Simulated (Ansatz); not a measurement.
A periodic structure is given below.

```cif
data_structure
_symmetry_space_group_name_H-M 'P 1'
_symmetry_Int_Tables_number 1
_cell_length_a 4.2448
_cell_length_b 4.2448
_cell_length_c 4.2448
_cell_angle_alpha 90.000
_cell_angle_beta 90.000
_cell_angle_gamma 90.000
_cell_volume 76.49
loop_
_atom_site_label
_atom_site_type_symbol
_atom_site_fract_x
_atom_site_fract_y
_atom_site_fract_z
_atom_site_occupancy
Cu1 Cu 0.00000 0.00000 0.00000 1
O1 O 0.00000 0.00000 0.50000 1
Cu2 Cu 0.00000 0.50000 0.50000 1
O2 O 0.00000 0.50000 0.00000 1
Cu3 Cu 0.50000 0.00000 0.50000 1
O3 O 0.50000 0.00000 0.00000 1
Cu4 Cu 0.50000 0.50000 0.00000 1
O4 O 0.50000 0.50000 0.50000 1
```

**Summarise the structure in words.**

The material is CuO. Its lattice is face-centred cubic, its space group Fm-3m (No. 225). Prototype: rock salt (NaCl type). It has 8 atoms to the cell (4 Cu, 4 O). The Cu atoms are each bonded to six O in an octahedral arrangement at 2.12 Å. O is linked to six Cu in an octahedral arrangement at 2.12 Å. The bonds build a three-dimensional framework.

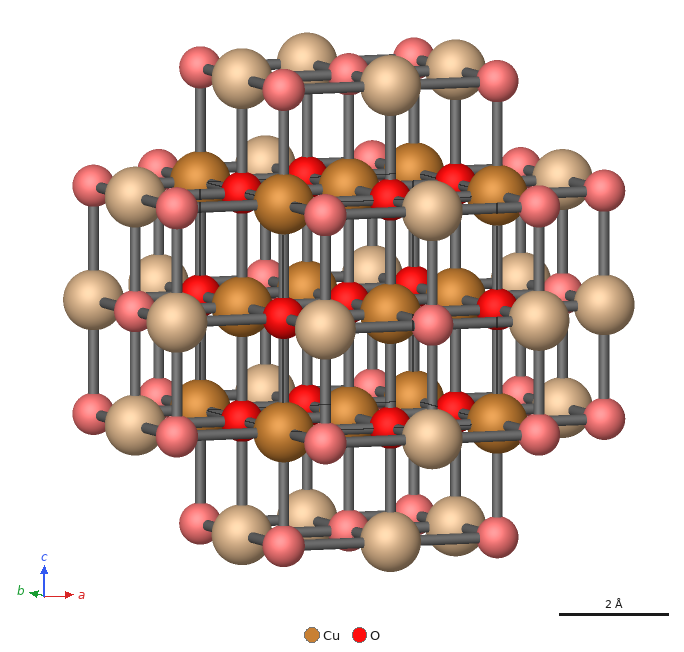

A ball-and-stick rendering, viewed slightly off an axis. The lines enclose the conventional unit cell; boundary atoms appear with their images. The bonded neighbours beyond the faces are included, in fainter colours. Colours: copper orange, oxygen red.

Source of the structure: a structure listed in the Materials Project, with elements exchanged, so it need not be a known form of the compound. The picture shows the end point of a geometry optimisation with DFT PBE, scalar-relativistic, plane waves, PAW (Ansatz).
